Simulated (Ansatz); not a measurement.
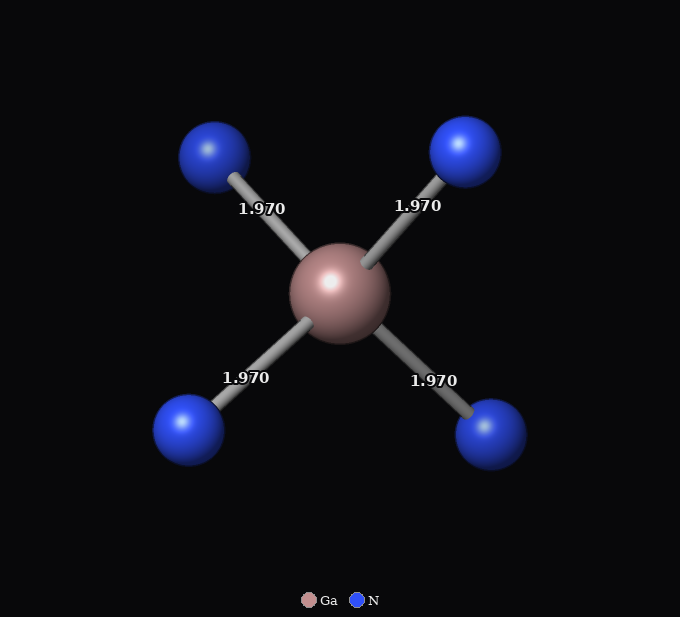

The surroundings of site Ga1 (at 0.000, 0.000, 0.000) in GaN (F-43m), with bond lengths in Å.

Source of the atomic positions: coordinates from a relaxation with DFT, PBE, plane waves, PAW in Ansatz 0.2.0.

```xyz
8
Lattice="4.5484 0.0000 0.0000 0.0000 4.5484 0.0000 0.0000 0.0000 4.5484" Properties=species:S:1:pos:R:3 pbc="T T T"
Ga    0.0000    0.0000    0.0000
N     1.1371    1.1371    1.1371
Ga    0.0000    2.2742    2.2742
N     1.1371    3.4113    3.4113
Ga    2.2742    0.0000    2.2742
N     3.4113    1.1371    3.4113
Ga    2.2742    2.2742    0.0000
N     3.4113    3.4113    1.1371
```

Bond valence s = exp((R0 − d)/b), R0 fitted to published crystal structures with b = 0.37 Å; R0 in Å: Ga3+–N 1.897.

Q: Calculate the bond-valence sum of Ga1 from the bonds drawn.

A: 4 × 0.821 = 3.28 v.u., against a formal valence of 3: overbonded (bonds short for this ion) by 0.28.

Q: And over the whole structure?

A:
```json
{"site": "Ga1", "x, y, z": "0.000, 0.000, 0.000", "formal valence": "+3", "bond-valence sum": "3.37", "difference": "0.37"}
{"site": "N1", "x, y, z": "0.250, 0.250, 0.250", "formal valence": "−3", "bond-valence sum": "3.37", "difference": "0.37"}
```

These sums include all anions within 5 Å. The global instability index (root mean square of the differences over all atoms) is 0.37 v.u.: above 0.2, which by the usual rule of thumb marks a strained structure. Cells relaxed with PBE tend to have slightly long bonds, which lowers the sums.
